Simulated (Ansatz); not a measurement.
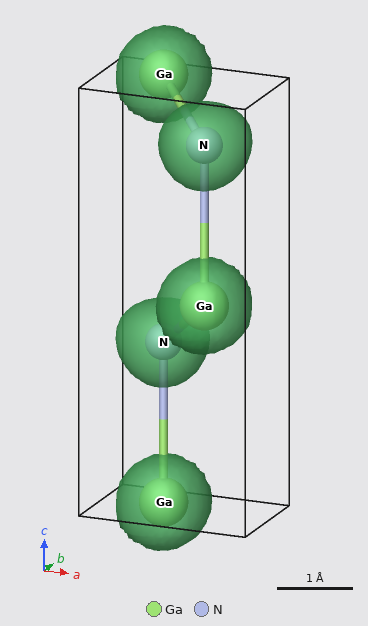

*GaN. Isosurface of the valence charge density (pseudo) at 1.5 e/Å³ (green), seen slightly off an axis. Sticks mark near contacts.*

Space group P6₃mc; not relaxed (largest force 0.5 eV/Å); computed pressure about 3 GPa in this cell.

Theory: DFT LDA, scalar-relativistic, plane waves, PAW in Ansatz 0.2.0.

```cif
data_structure
_symmetry_space_group_name_H-M 'P 1'
_symmetry_Int_Tables_number 1
_cell_length_a 2.9925
_cell_length_b 2.9925
_cell_length_c 5.8337
_cell_angle_alpha 90.000
_cell_angle_beta 90.000
_cell_angle_gamma 120.000
_cell_volume 45.24
loop_
_atom_site_label
_atom_site_type_symbol
_atom_site_fract_x
_atom_site_fract_y
_atom_site_fract_z
_atom_site_occupancy
Ga1 Ga 0.33333 0.66667 0.00000 1
Ga2 Ga 0.66667 0.33333 0.50000 1
N1 N 0.33333 0.66667 0.37500 1
N2 N 0.66667 0.33333 0.87500 1
```

> What does this surface tell about the bonding?

At this value the density breaks into separate islands; it holds about 60 % of the electrons treated as valence (semicore included). It bridges none of the near contacts. It is pinched off along the shortest Ga–N (1.88 Å) contacts. On the grid the lowest density along these lines, outside the cores, is 0.84 e/Å³ (Ga–N, 1.88 Å).
